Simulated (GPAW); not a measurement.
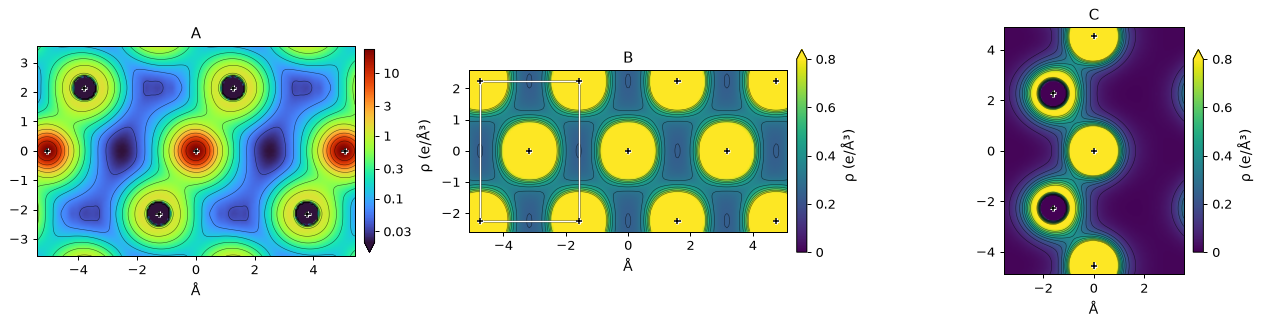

The valence pseudo-density of 3 systems, each on a plane through atoms (crosses mark nuclei in the plane).

Theory: Kohn-Sham DFT of a periodic cell, PBEsol, PAW data sets made by gpaw-setup for the functional in GPAW 26.7.0.

System 1: Mo, the (011) plane of the conventional cell. Space group Im-3m; a structure from a database of computed crystals, not necessarily the ambient phase; computed pressure about −10 GPa in this cell.

```
CELL_PARAMETERS angstrom
3.16762 0.00000 0.00000
0.00000 3.16762 0.00000
0.00000 0.00000 3.16762
ATOMIC_POSITIONS crystal
Mo 0.00000 0.00000 0.00000
Mo 0.50000 0.50000 0.50000
```

System 2: HgTe, the (011) plane of the conventional cell. Space group F-43m.

```
CELL_PARAMETERS angstrom
6.42900 0.00000 0.00000
0.00000 0.00000 -6.42900
0.00000 6.42900 0.00000
ATOMIC_POSITIONS crystal
Hg 0.50000 0.50000 0.00000
Hg 0.00000 0.50000 0.50000
Hg 0.00000 0.00000 0.00000
Hg 0.50000 0.00000 0.50000
Te 0.75000 0.75000 0.25000
Te 0.25000 0.75000 0.75000
Te 0.25000 0.25000 0.25000
Te 0.75000 0.25000 0.75000
```

System 3: PtSe2, the (110) plane of the conventional cell. Space group P-3m1; not relaxed (largest force 0.4 eV/Å); computed pressure about 2 GPa in this cell.

```xyz
3
Lattice="3.7240 0.0000 0.0000 -1.8620 3.2251 0.0000 0.0000 0.0000 5.0620" Properties=species:S:1:pos:R:3 pbc="T T T"
Pt    0.0000    0.0000    0.0000
Se    1.8620    1.0750    3.7965
Se    0.0000    2.1501    1.2655
```

Match each panel to its system.

Answer. Panel A is system 3, PtSe2: the plane holds Pt and Se. Pt–Se (2.49 Å): ρ at the midpoint is about 0.59 e/Å³. Panel B is system 1, Mo: the plane holds Mo. Mo–Mo (2.74 Å): ρ at the midpoint is about 0.37 e/Å³. Panel C is system 2, HgTe: the plane holds Hg and Te. Hg–Te (2.78 Å): the density is about 0.39 e/Å³ at the midpoint.
